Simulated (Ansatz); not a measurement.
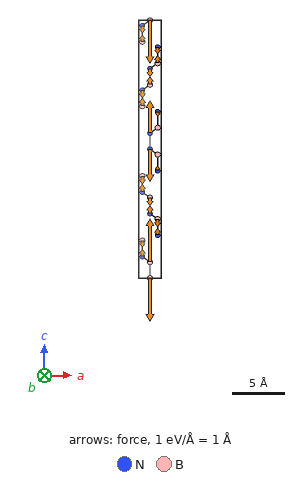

Starting geometry of an interface cell of composition BN with the computed forces as orange arrows. Style: ball-and-stick. Shown: the cell of the calculation (origin shifted), along the b axis.

Case: symmetric tilt boundary Sigma 3 (1 1 1), mirror between planes, shift [0, 0].

Method: DFT PBE, scalar-relativistic, plane waves, PAW in Ansatz. Settings: plane-wave cutoff 420 eV; k-point mesh 12 × 12 × 1; occupations gaussian; smearing width 0.05 eV; no spin polarisation; cell relaxed at fixed a, b, alpha, beta, gamma; force threshold 0.02 eV/Å; at most 60 steps.

Q: Is this structure relaxed? If not, where do the atoms go?

A: It isn't relaxed: the largest force vector, on B atoms, is 4.27 eV/Å. The final displacements follow the starting forces only in part (cosine between the two patterns 0.68). After 7 accepted moves (11 points after the start) the energy has fallen by 0.977 eV per cell of the calculation. Largest force component: 4.3 eV/Å at the start, 0.0026 eV/Å at the end. Pressure: 4.90 GPa at the start and 0.80 GPa at the end. The line search rejected the trial steps at points 4, 6 of the run. The SCF was repeated twice at an unchanged geometry on a basis and grid sized afresh for the cell, which shifted the energy by 19.5 meV per cell of the calculation at most. The largest moves relative to the cell, 0.20 Å, are those of N atoms. By element the largest moves are N 0.20 Å, B 0.10 Å. The drawn cell changes as follows: a = b unchanged at 2.563 Å, c 25.113 → 25.574 Å (+1.8 %); the volume changes by +1.8 %. Some distances before and after: N–N 1.570 → 1.993 Å, B–B 1.570 → 1.804 Å, B–N 1.570 → 1.607 Å, B–N 1.570 → 1.539 Å. Bond angles that change, for instance: N–B–N 109.5° → 106.0°, N–B–N 109.5° → 112.7°, B–N–B 109.5° → 112.7°.
